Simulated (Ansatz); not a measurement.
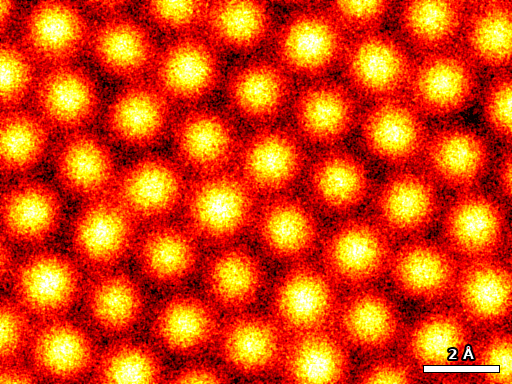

HAADF-like image of C (Im-3m, No. 229). Simulated incoherent Z contrast: every atom adds Z^1.7 spread by a probe of 1.24 Å full width; channelling and multiple scattering are left out. The probe carries 25 % of its weight in a tail 2.5 times as wide. The display is stretched by a gamma of 0.8; percentages refer to the linear signal. Shot noise and the speckle of an amorphous layer were added. Model: the geometry relaxed with DFT, PBE, plane waves (420 eV) with PAW, scalar-relativistic (Ansatz 0.2.0); the starting structure was generated, so it need not be a known form of this composition.

```cif
data_structure
_symmetry_space_group_name_H-M 'Im-3m'
_symmetry_Int_Tables_number 229
_cell_length_a 2.3744
_cell_length_b 2.3744
_cell_length_c 2.3744
_cell_angle_alpha 90.000
_cell_angle_beta 90.000
_cell_angle_gamma 90.000
_cell_volume 13.39
loop_
_atom_site_label
_atom_site_type_symbol
_atom_site_symmetry_multiplicity
_atom_site_Wyckoff_symbol
_atom_site_fract_x
_atom_site_fract_y
_atom_site_fract_z
_atom_site_occupancy
C1 C 2 a 0.00000 0.00000 0.00000 1
```

Q: Along which zone axis is the crystal seen: [221], [111], [110] or [210]? (Directions equivalent by symmetry count as one.)

A: [111]. The projected cells are 0.56 × 1.68 Å, 90° for [221]; 1.94 × 1.94 Å, 120° for [111]; 1.19 × 1.68 Å, 90° for [110]; 1.06 × 1.30 Å, 114° for [210], and the image repeats as the [111] one does.
